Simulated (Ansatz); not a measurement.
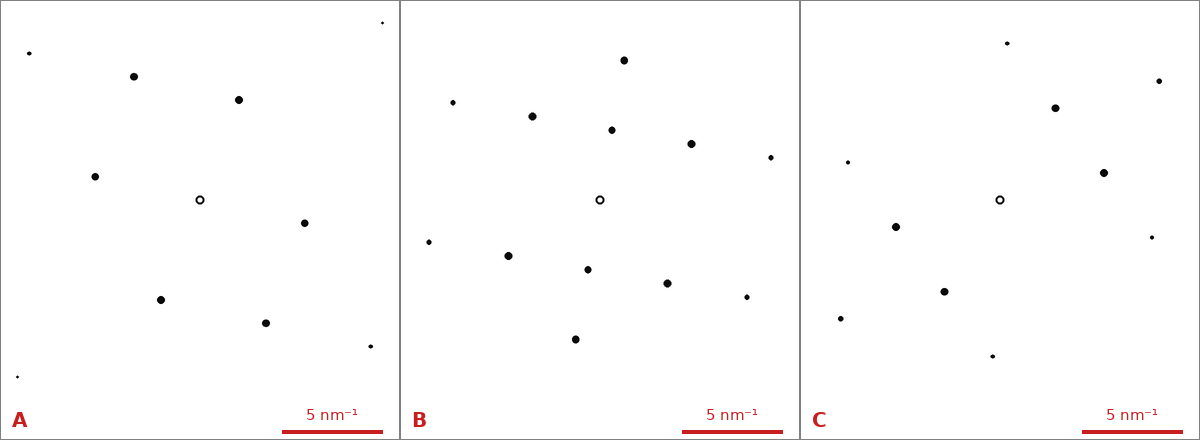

The patterns are kinematic simulations for 300 kV electrons (no multiple scattering; isotropic B = 0.5 Å²).

All three come from B, space group P6/mmm (No. 191), a = 2.86 Å, c = 2.83 Å (hexagonal axes). Structure: the geometry relaxed with Ansatz 0.2.0, DFT, PBE, plane waves (420 eV) with PAW, scalar-relativistic; the starting structure was generated, so it need not be a known form of this composition.

```cif
data_structure
_symmetry_space_group_name_H-M 'P6/mmm'
_symmetry_Int_Tables_number 191
_cell_length_a 2.8628
_cell_length_b 2.8628
_cell_length_c 2.8258
_cell_angle_alpha 90.000
_cell_angle_beta 90.000
_cell_angle_gamma 120.000
_cell_volume 20.06
loop_
_atom_site_label
_atom_site_type_symbol
_atom_site_symmetry_multiplicity
_atom_site_Wyckoff_symbol
_atom_site_fract_x
_atom_site_fract_y
_atom_site_fract_z
_atom_site_occupancy
B1 B 1 a 0.00000 0.00000 0.00000 1
B2 B 2 d 0.33333 0.66667 0.50000 1
```

Q: Assign the zone axes [100], [101], [211] to A, B and C.

A: A is [211]: centred rectangular net of -1 1 1 at d = 1.86 Å and 0 -1 1 at d = 1.86 Å, at 81.2°. B is [100]: rectangular net of 0 0 1 at d = 2.83 Å and 0 1 0 (itself too weak to see) at d = 2.48 Å, at 90.0°. C is [101]: centred rectangular net of 0 1 0 (itself too weak to see) at d = 2.48 Å and 1 0 -1 at d = 1.86 Å, at 67.9°.
